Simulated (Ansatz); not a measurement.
# Single-point calculation, with input and output: CdTe

System: CdTe (F-43m, 2 atoms in the cell).
Method: DFT PBEsol, scalar-relativistic, plane waves, PAW, no spin polarisation (Ansatz 0.2.0).

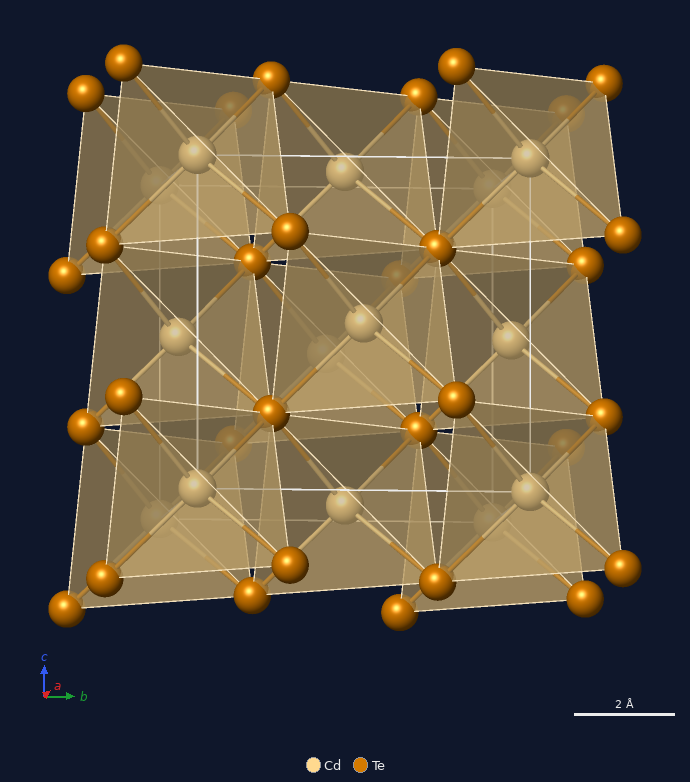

**Figure 1.** The structure as given in the input (polyhedral view of the cell 4 times as large as that of the calculation, set on its symmetry axes, seen at an oblique angle; polyhedra are completed across the faces of the cell).

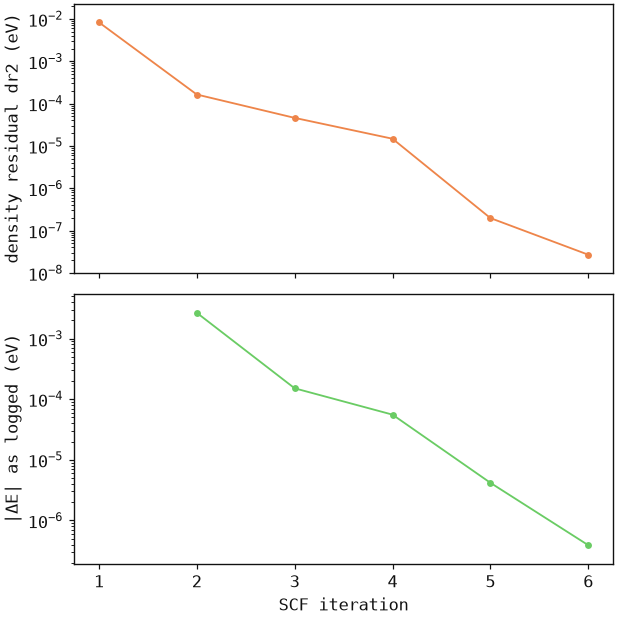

**Figure 2.** Convergence of the self-consistent field: density residual dr2 and size of the energy change against the SCF iteration. The residual falls at every step.

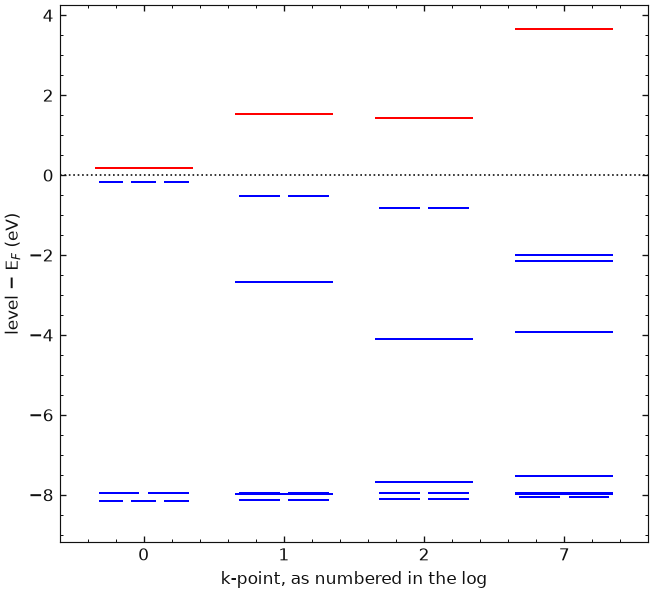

**Figure 3.** Kohn–Sham levels near the Fermi level (dotted) at the few k-points that the log prints; levels within 0.02 eV of each other stand side by side. Among these points the highest filled and lowest empty levels are 0.34 eV apart, which is the gap on the mesh.

The input and output of the run follow.

**Input file**
```yaml
crystal:
  lattice:
    - [0.0, 3.3564327535, 3.3564327535]
    - [3.3564327535, 0.0, 3.3564327535]
    - [3.3564327535, 3.3564327535, 0.0]
  atoms:
    - { symbol: Cd, position: [0.0, 0.0, 0.0] }
    - { symbol: Te, position: [0.25, 0.25, 0.25] }
basis:
  ecutwfc: 420
kpoints:
  mp_grid: { grid: [4, 4, 4] }
hamiltonian:
  xc: pbesol
scf:
  occupations: { method: gaussian, width: 0.05 }
output:
  forces: true
  stress: true
  eigenvalues: true
```

Run as:
```bash
ansatz run input.yaml --threads 1 --pin off --max-ram 1228MiB --backend cpu --events-out ev --progress --plain --runs-dir out
```

**What the program printed**
```
Engine: ansatz 0.2.0, x86_64-unknown-linux-gnu
Pseudopotentials: kind: paw
Pseudopotential: Cd, paw, valence charge 20, recommended cutoff 420 eV (normal), Cd.paw.azcp
Pseudopotential: Te, paw, valence charge 16, recommended cutoff 420 eV (normal), Te.paw.azcp
Functional definition: PBEsol
  exchange = pbesol_x
  correlation = pbesol_c
Crystal: 2 atoms, lattice volume = 75.625 Å³
Basis set: ecut = 420 eV, 1459 PW (Γ), exchange–correlation on 64×64×64 points (8 copies of the dense FFT grid, shifted against one another)
Bands: 22, of which v1, the nominal top of the filled ones, is band 18 counted from 1 (17 counted from 0)
Symmetry: 24 space group operations
Space group: F-43m (ITA 216), of the structure as read, at distance tolerance 4.2e-5 Å
k-points: 8 of 64 (time reversal used)
Non-local potential: Cd, projectors of the file, l = 0: 3, l = 1: 2, l = 2: 2, l = 3: 1
Non-local potential: Te, projectors of the file, l = 0: 2, l = 1: 2, l = 2: 2, l = 3: 2
PAW form: soft (Blöchl's): semilocal exchange-correlation on the pseudo side does not see the compensation charge
PAW frozen core: Cd, regenerated for the run's functional, and the local potential with it (the file was generated under x = pbe(κ = 0.804, μ = 0.2195149727645171), c = pbe(β = 0.06672455060314922))
PAW frozen core: Te, regenerated for the run's functional, and the local potential with it (the file was generated under x = pbe(κ = 0.804, μ = 0.2195149727645171), c = pbe(β = 0.06672455060314922))
PAW one-centre angular grid: Cd, 590 points (default); XC on 64 Gauss nodes
PAW one-centre angular grid: Te, 590 points (default); XC on 64 Gauss nodes
Initial density: superposition of atomic densities (neutral atoms: chi_scale 0, normalization atom), corrected by the library's trained network
Initial wavefunctions: pseudopotential atomic-orbital guess
Functional: x = pbesol(κ = 0.804, μ = 0.12345679012345678), c = pbesol(β = 0.046)
SCF iter   1: F=—  HF=-15086.205949 eV  |F-HF|=—  |Δ(HF+E_count)|=         —  Δρ=3.20e-3  dr2=8.32e-3  ethr=1.77e-3  ⟨swp⟩=6.0  Hψ=822  notcnv=0
preconditioner: auto → none  [insulator: Δε(μ)=0.324 eV  Ē_g=10.846 eV  σ=0.050 eV  W_gap=1.00  n_scr=14 (ndim 8)  ℏωp=18.1 eV  f_vac=0.218  D(μ)=0.00/eV (n_scr^D=0)  ε∞_Penn≈3.8]
SCF iter   2: F=—  HF=-15086.203291 eV  |F-HF|=—  |Δ(HF+E_count)|=   2.66e-3  Δρ=7.31e-4  dr2=1.64e-4  ethr=2.31e-5  ⟨swp⟩=3.0  Hψ=430  notcnv=0
SCF iter   3: F=—  HF=-15086.203442 eV  |F-HF|=—  |Δ(HF+E_count)|=   1.51e-4  Δρ=3.39e-4  dr2=4.60e-5  ethr=4.55e-7  ⟨swp⟩=2.2  Hψ=273  notcnv=0
SCF iter   4: F=—  HF=-15086.203497 eV  |F-HF|=—  |Δ(HF+E_count)|=   5.55e-5  Δρ=1.46e-4  dr2=1.48e-5  ethr=1.28e-7  ⟨swp⟩=2.0  Hψ=242  notcnv=0
SCF iter   5: F=—  HF=-15086.203502 eV  |F-HF|=—  |Δ(HF+E_count)|=   4.17e-6  Δρ=1.69e-5  dr2=1.98e-7  ethr=4.11e-8  ⟨swp⟩=2.0  Hψ=244  notcnv=0
SCF iter   6: F=-15086.203502 eV  HF=-15086.203502 eV  |F-HF|=1.64e-8  |Δ(HF+E_count)|=   3.90e-7  Δρ=7.32e-6  dr2=2.70e-8  ethr=2.78e-10  ⟨swp⟩=6.6  Hψ=804  notcnv=0
SCF 1 converged in 6 iterations: F = -15086.203502 eV  dr2 = 2.70e-8
  greatest PAW one-centre occupation: 1.000 electrons in one spin orbital (limit 2), on the Cd atom at site 0 (counted from 0), in its partial waves of l = 0
SCF converged after 6 iterations
Free energy (F): -15086.203502 eV
Harris-Foulkes:  -15086.203502 eV  (|F-HF|=1.64e-8)
Internal energy: -15086.203502 eV  (E = F + TS)
E sigma→0 (E₀):  -15086.203502 eV
Entropy (-TS):   -0.000000 eV (-0.000 meV/atom)
Fermi energy:    6.122994 eV
--- Per-component energies (eV) ---
  E_band       = -834.415626
  E_kinetic    = 684.016834
  E_local      = -5650.953561  (includes V_loc(G=0)·N_el)
  E_nonlocal   = -271.008427
  E_hartree    = 2824.054911
  E_xc         = -297.367586
  E_vxc        = -323.280134  (∫ρ·V_xc dr)
  E_paw        = -8599.343879  (= ΣΔE_a)
  E_vpaw       = -921.310998  (= ΣTr[D̂ρ^β])
  E_aug_tail   = -0.000192  (compensation charges beyond the density's cutoff)
  E_ewald      = -3776.318377
  E_core_change = 0.716775  (= ΣΔE_core)
  E_smearing   = -0.000000  (= −TS)
  E_closure    = -0.000000  (closes the sum)
  Σ components = -15086.203502   (vs F -15086.203502, Δ=0.00e0)
--- Forces (eV/Å), atoms counted from 1 ---
  atom   1  Cd     0.00000000    -0.00000000     0.00000000
  atom   2  Te    -0.00000000     0.00000000     0.00000000
  max |Σ_I F_I| component: 1.64e-16 eV/Å
--- Stress (GPa, compression-positive) ---
       -3.130009      -0.000000      -0.000000
       -0.000000      -3.130009       0.000000
        0.000000       0.000000      -3.130009
  P = ⅓ Tr σ = -3.1300 GPa (-31.300 kbar)
--- Band table (eV; the first three rows and the last of 8) ---
  k-point 0: bands = ["-95.8593", "-56.9521", "-56.9521", "-56.9521", "-29.8035", "-29.8035", "-29.8035", "-29.7984", "-29.7984", "-4.7145", "-2.0260", "-2.0260", "-2.0260", "-1.8338", "-1.8338", "5.9471", "5.9471", "5.9471", "6.2912", "10.5431", "10.5432", "10.5432"]
  k-point 1: bands = ["-95.8593", "-56.9521", "-56.9521", "-56.9521", "-29.8035", "-29.8034", "-29.8034", "-29.7984", "-29.7984", "-4.5570", "-1.9997", "-1.9997", "-1.8609", "-1.8338", "-1.8338", "3.4389", "5.5964", "5.5964", "7.6609", "11.0176", "11.0342", "11.0342"]
  k-point 2: bands = ["-95.8593", "-56.9522", "-56.9521", "-56.9521", "-29.8035", "-29.8033", "-29.8033", "-29.7984", "-29.7984", "-4.4018", "-1.9793", "-1.9793", "-1.8271", "-1.8271", "-1.5623", "2.0313", "5.3073", "5.3073", "7.5626", "11.1015", "11.1016", "12.7200"]
  k-point 7: bands = ["-95.8593", "-56.9521", "-56.9521", "-56.9521", "-29.8035", "-29.8034", "-29.8031", "-29.7984", "-29.7983", "-4.3072", "-1.9375", "-1.9290", "-1.8547", "-1.8317", "-1.4023", "2.1876", "3.9863", "4.1283", "9.7811", "10.5492", "11.2733", "12.1937"]
```

**Results in brief**

| quantity | value |
| --- | --- |
| outcome | converged |
| space group (tolerance 0.01 Å) | F-43m (216) |
| electrons treated | 36 |
| free energy | −15086.2035 eV |
| Fermi energy | 6.123 eV |
| gap on the k-point mesh | 0.34 eV |
| pressure | −3.13 GPa |
| largest force (length of the vector) | under 0.001 eV/Å |
| hardware | 1 thread of Intel Xeon (Granite Rapids), 64 GiB of memory available, shared host |
| wall time | 0.79 s |
| peak memory | 0.38 GiB |
